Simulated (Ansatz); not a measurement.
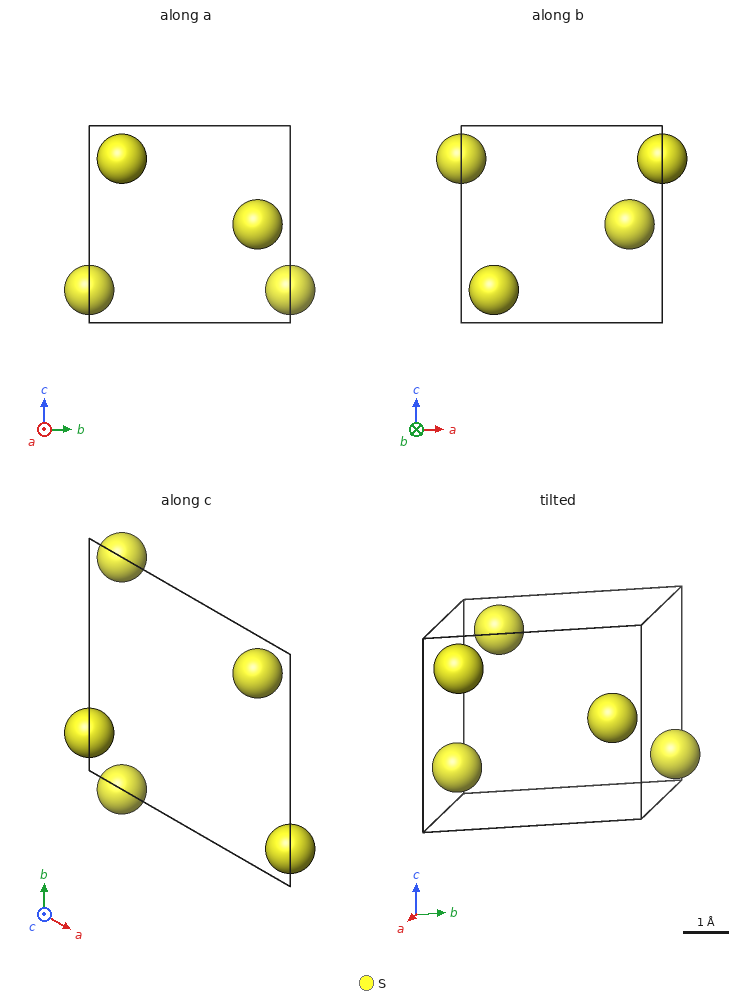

Spheres-only model, viewed along the a axis, along the b axis, along the c axis and slightly off an axis. One conventional unit cell is framed, with atoms on its boundary repeated.

Lattice parameters: a = 5.210 Å, b = 5.210 Å, c = 4.418 Å, α = 90.00°, β = 90.00°, γ = 120.00°.

Convert the drawing into a table of Wyckoff sites, with free fractional coordinates to two decimals.

Space group P3_221 (No. 154).
```csv
atom,site,x,y,z
S,3b,0.84,0.84,0.50
```

It goes back to a random cell made by a generator, so it need not be a real form of the element. Cell shown after relaxation with DFT PBE, scalar-relativistic, plane waves, PAW (Ansatz 0.2.0).
